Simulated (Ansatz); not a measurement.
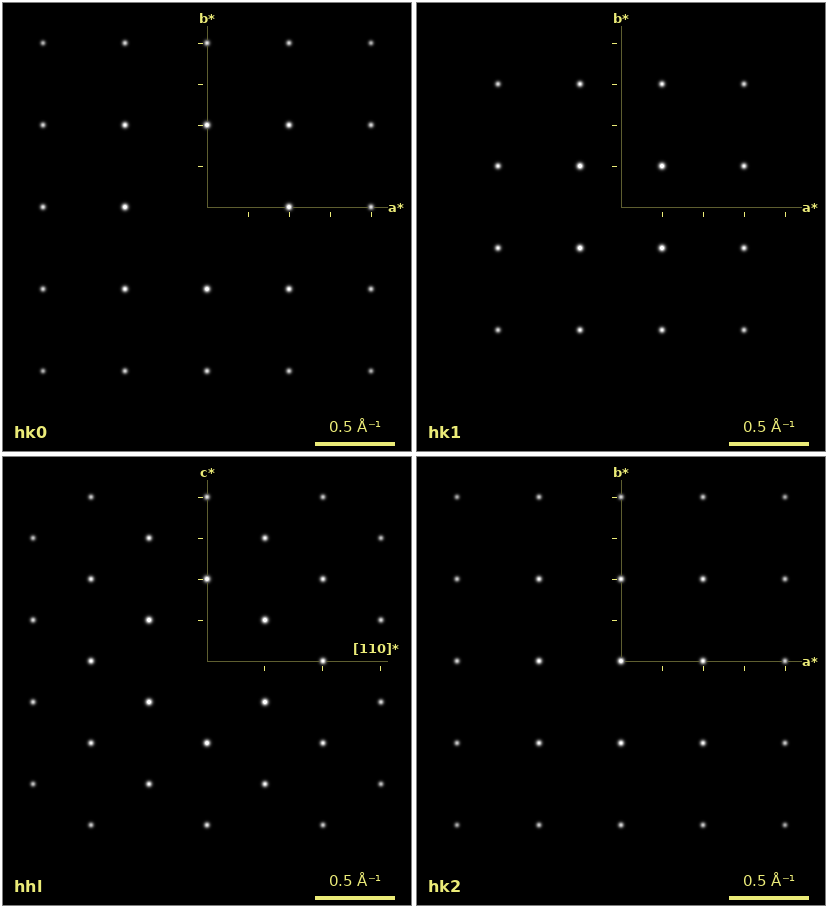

Simulated precession-type sections (X-rays; kinematic intensities, B = 0.5 Å²). The ticks mark integer indices of the conventional cell.

What cell do the layers give?

a* = 0.260, b* = 0.260, c* = 0.260 Å⁻¹; the cell is cubic with a = 3.84 Å.

List the systematic absences.

Reflections are present only under these conditions. hkl: h + k = 2n, h + l = 2n; hk0: h = 2n, k = 2n; hhl: h + l = 2n; h00: h = 2n. The lattice is face-centred (F).

Which space groups fit?

The intensities have Laue symmetry m-3m (the hk0 layer shows 4mm, hk1 shows 4mm). With these conditions the candidates are F432 (No. 209), F-43m (No. 216), Fm-3m (No. 225). Diffraction geometry alone does not choose among them; the structure has Fm-3m. The compound is Zn. Structure: the input geometry of an electronic-structure calculation (not necessarily at equilibrium); the starting structure was generated, so it need not be a known form of this composition.
